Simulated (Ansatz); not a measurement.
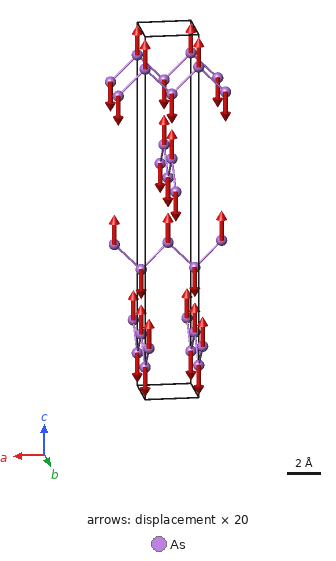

This is a relaxation of solid As (a generated structure, set up in I4_1/amd). The starting structure is drawn; red arrows show the displacements (the part carried along by the change of the cell is left out), 20 times their true length.

The picture is a ball-and-stick view of the conventional cell (2 times the calculation's cell), seen from a free direction. Lengths and directions refer to the drawn axes.

The calculation used DFT PBE, scalar-relativistic, plane waves, PAW in Ansatz 0.2.0. Settings: plane-wave cutoff 420 eV; k-point mesh 20 × 20 × 20; occupations gaussian; smearing width 0.1 eV; no spin polarisation; cell and atoms relaxed; force threshold 0.01 eV/Å; at most 80 steps.

> What did the optimiser do to the structure, and how much energy did it gain?

The largest moves relative to the cell, 0.096 Å, are those of As atoms. The drawn cell changes as follows: a = b 3.375 → 3.177 Å (−5.9 %), c 23.440 → 22.861 Å (−2.5 %); the volume changes by −13.6 %. Among the contacts that change: As–As 2.385 → 2.428 Å. Among the angles between lasting bonds that change: As–As–As 90.1° → 81.7°. The space group stays I4_1/amd (No. 141). The energy falls by 81.4 meV per cell of the calculation in 10 accepted moves (12 points after the start). The largest force component goes from 0.29 to 0.00047 eV/Å. Pressure: 0.14 GPa at the start and −0.01 GPa at the end. The line search rejected the trial step at point 4 of the run. At 1 point the geometry stayed and the basis and grid were re-selected for the new cell (energy shift of 1.4 meV per cell of the calculation at most each time).
